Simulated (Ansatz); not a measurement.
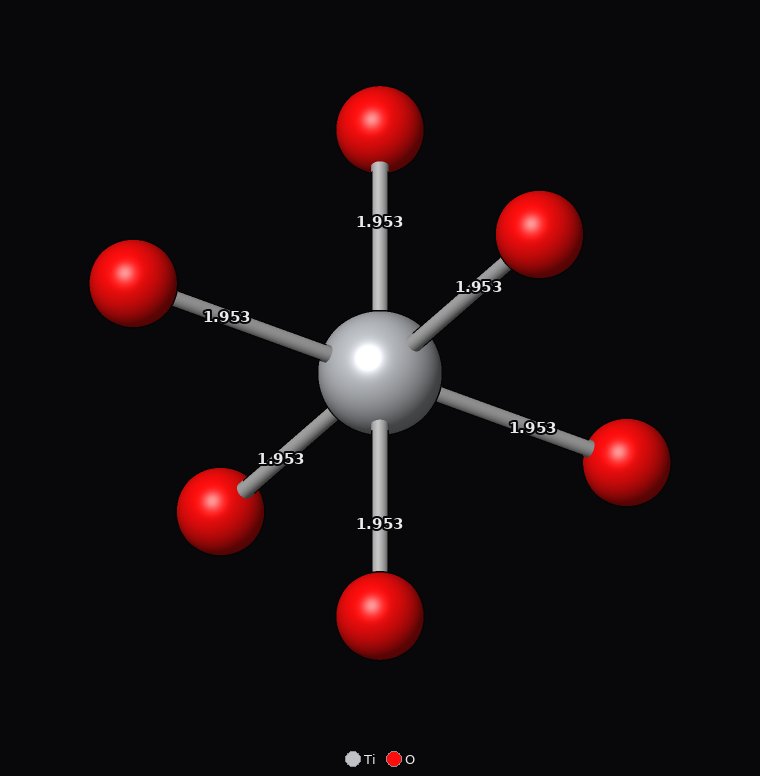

The surroundings of site Ti1 (at 0.500, 0.500, 0.500) in SrTiO$_{3}$ (Pm-3m), with bond lengths in Å.

Origin of the cell: the end point of a relaxation with Ansatz, DFT, r2SCAN, plane waves, PAW; the starting structure was generated, so it need not be a known form of this composition.

```
CELL_PARAMETERS angstrom
3.90685 0.00000 0.00000
0.00000 3.90685 0.00000
0.00000 0.00000 3.90685
ATOMIC_POSITIONS crystal
Sr 0.00000 0.00000 0.00000
Ti 0.50000 0.50000 0.50000
O 0.50000 0.50000 0.00000
O 0.50000 0.00000 0.50000
O 0.00000 0.50000 0.50000
```

Bond valence s = exp((R0 − d)/b), R0 fitted to published crystal structures with b = 0.37 Å, summed over all anions within 5 Å; R0 in Å: Ti3+–O 1.778; Ti4+–O 1.801.

Which oxidation state of Ti do these bonds support?

Answer. With the Ti3+ parameters the computed sum is 6 × 0.623 = 3.74. With the Ti4+ parameters the computed sum is 6 × 0.663 = 3.98. The sum matches its own assumption best for Ti4+, which also balances the formula's charge.

Further R0 (Å): Sr2+–O 2.105.

And over the whole structure?

Answer.
```json
{"site": "Sr1", "x, y, z": "0.000, 0.000, 0.000", "formal valence": "+2", "bond-valence sum": "2.05", "difference": "0.05"}
{"site": "Ti1", "x, y, z": "0.500, 0.500, 0.500", "formal valence": "+4", "bond-valence sum": "4.00", "difference": "0.00"}
{"site": "O1", "x, y, z": "0.500, 0.500, 0.000", "formal valence": "−2", "bond-valence sum": "2.01", "difference": "0.01"}
```

These sums include all anions within 5 Å. The global instability index (root mean square of the differences over all atoms) is 0.02 v.u.: little strain.
